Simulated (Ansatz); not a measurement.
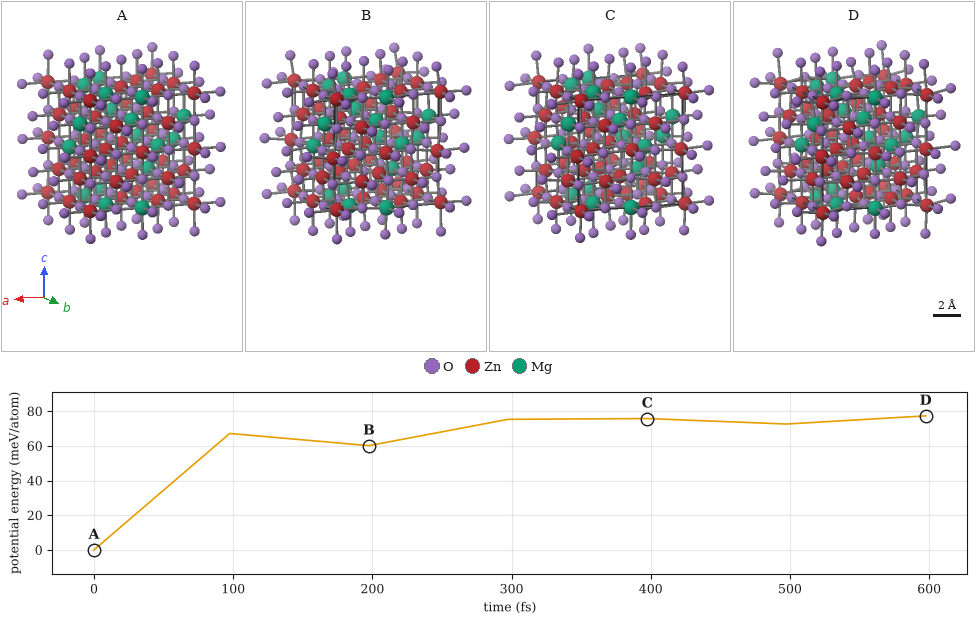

A Born-Oppenheimer molecular dynamics run of a 64-atom cell of O32Zn22Mg10, 598 fs long. Frames (A at 0 fs, B at 198 fs, C at 398 fs, D at 598 fs) and the history of the run. Style: ball-and-stick. Shown: the simulation cell, from a free direction. Bonds to atoms that aren't drawn are left out.

Method: DFT, PBEsol, PAW, plane waves in Ansatz. Set-up: plane-wave cutoff 420 eV; k-point mesh 1 × 1 × 1; Fermi-Dirac smearing 0.01 eV; Langevin thermostat (NVT); set temperature 600 K, then 600 K at the end of 120 steps, then 600 K at the end of 120 steps; time step 2.5 fs.

> Describe the run.

Over the second half the temperature averages 618 K (spread ±44 K). The potential energy in the second half lies on average 75.2 meV per atom above the first frame. In the second half of the run the atoms are, in the root-mean-square, this far from where they began (common drift taken out): Zn 0.18 Å, O 0.18 Å, Mg 0.16 Å. That is small against the typical shortest distance between atoms in the first frame, about 2.1 Å: the atoms vibrate about their sites and the arrangement holds.

Limits of the set-up: the program's low-accuracy preset was used.

The run took 110 s on 1 × NVIDIA GB300 Max-Q with 8 threads of Arm Neoverse-V2, peak memory 1.9 GiB.
